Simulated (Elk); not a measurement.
**BAs (F-43m): refractive index against wavelength**

The refractive index of BAs (F-43m) below the direct gap (3.28 eV on the mesh) is read from one computed spectrum, n = √(Re ε).

Cell: a, b, c = 3.378, 3.378, 3.378 Å (primitive vectors), 2 atoms.

Method: Elk 11.2.3 (patched build), PBE, independent particles, k-mesh 12×12×12, Lorentzian half width 0.1 eV.

Launch of the response step: `OMP_NUM_THREADS=4 elk`. The run took 25 s, its band step included, on 4 threads of Arm Neoverse V1, on a shared host.

| wavelength (nm) | photon energy E (eV) | n |
| --- | --- | --- |
| 1550 | 0.800 | 3.2049 |
| 1310 | 0.946 | 3.2181 |
| 1064 | 1.165 | 3.2426 |
| 850 | 1.459 | 3.2854 |
| 700 | 1.771 | 3.3457 |
| 633 | 1.959 | 3.3909 |
| 532 | 2.331 | ? |

In the single-oscillator model n² − 1 = E₀E_d/(E₀² − E²), so 1/(n² − 1) = E₀/E_d − E²/(E₀E_d) is linear in E².

Working, on the rows shown:

| x = E² (eV²) | y = 1/(n² − 1) |
| --- | --- |
| 0.639837 | 0.107859 |
| 0.895757 | 0.106881 |
| 1.35784 | 0.105103 |
| 2.12762 | 0.102105 |
| 3.13716 | 0.0980997 |
| 3.83641 | 0.0952544 |

Means: x̄ = 1.9991, ȳ = 0.10255. Σ(x − x̄)(y − ȳ) = -0.03216, Σ(x − x̄)² = 8.164. Slope = -0.03216 / 8.164 = -0.003939; intercept = ȳ − slope · x̄ = 0.11043. Turned back into n, the line misses the rows shown by at most 0.00095.

**Question.** Predict the last column of the withheld row from the fit.

**Answer.** At x = 5.4314 the line gives y = 0.08903, that is 3.4975. The run gave 3.5065, so the extrapolation is off by 0.009, 3 % of the range in the table.

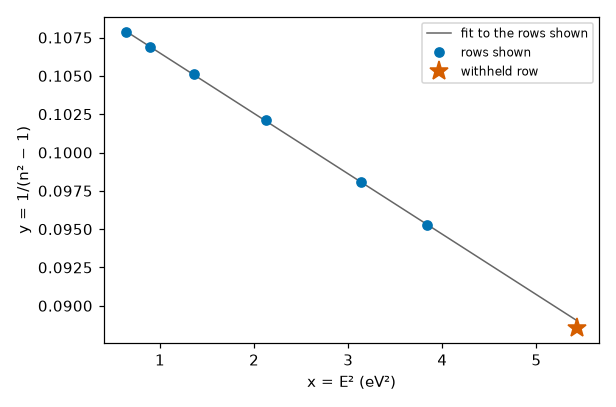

Refitted with all rows, the slope is -0.00402 and the intercept 0.11055. These give E₀ = √(intercept/−slope) = 5.24 eV and E_d = E₀/intercept = 47.4 eV; E₀ is 1.6 times the direct gap. The electronic limit at long wavelengths, without lattice vibrations, is n = √(1 + 1/intercept) = 3.169. Excitons are left out and so are local fields; PBE gaps are as a rule too small. The values come from a sum over the points of one k-mesh and carry its error, which grows as the direct gap shrinks. Spin-orbit coupling is left out.
